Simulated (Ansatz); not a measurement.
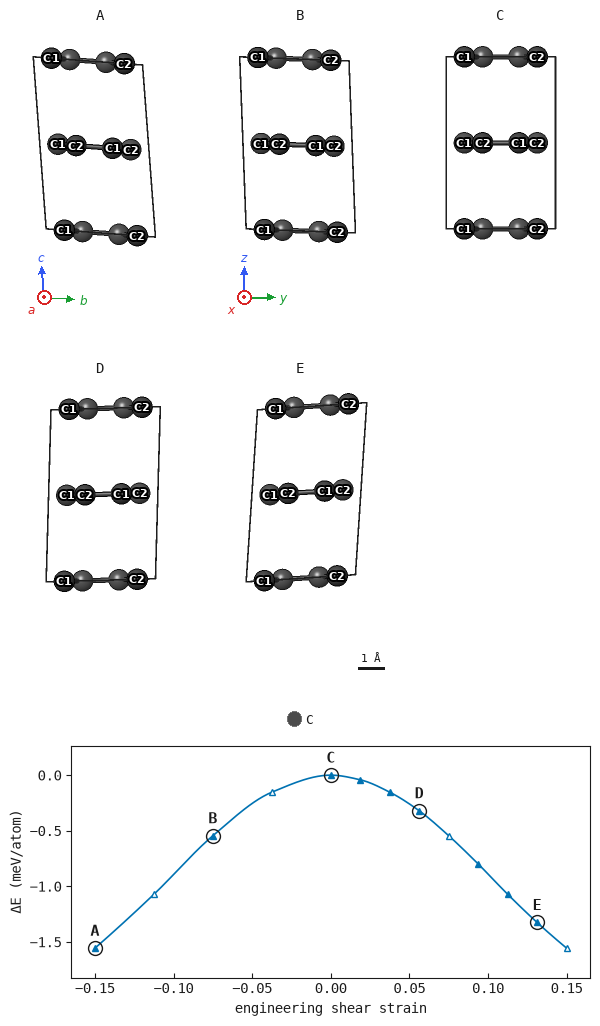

A scan of solid C (Fmmm): the cell is strained in shear in the yz plane, with the atoms kept at their fractional coordinates. x, y and z are the Cartesian axes of the input. The lettered frames are marked on the plot. Hollow markers are points alike by symmetry, not computed again. Style: ball-and-stick. Shown: the conventional cell (4 times the calculation's cell), repeated 1 × 1 × 1 with one cell outlined, along the a axis. Lengths and directions refer to the drawn axes.

All numbers below come from DFT PBE+D3(BJ), scalar-relativistic, plane waves, PAW (Ansatz). Set-up: plane-wave cutoff 420 eV; k-point mesh 14 × 14 × 14; occupations gaussian; smearing width 0.05 eV; no spin polarisation. Energies (free energies at the smearing named) are counted from the cell as listed in its source, which wasn't relaxed.

**Describe the profile.**

Of the computed points the lowest is at the strain −0.15 and 0.15 (by symmetry), −1.56 meV/atom. A local maximum lies at 0.00 (0.00 meV/atom). The energy is still falling at the end of the range, so the minimum along this coordinate lies there or beyond. At the ends of the scan the energy is −1.56 meV/atom (−0.15) and −1.56 meV/atom (0.15). The unrelaxed reference is under a pressure of 3.4 GPa. The distortion takes the space group from Fmmm to C2/m. At the strain −0.15 the cell of the drawing goes b 4.254 → 4.266 Å, c 6.696 → 6.715 Å, α 90.0° → 98.6°.
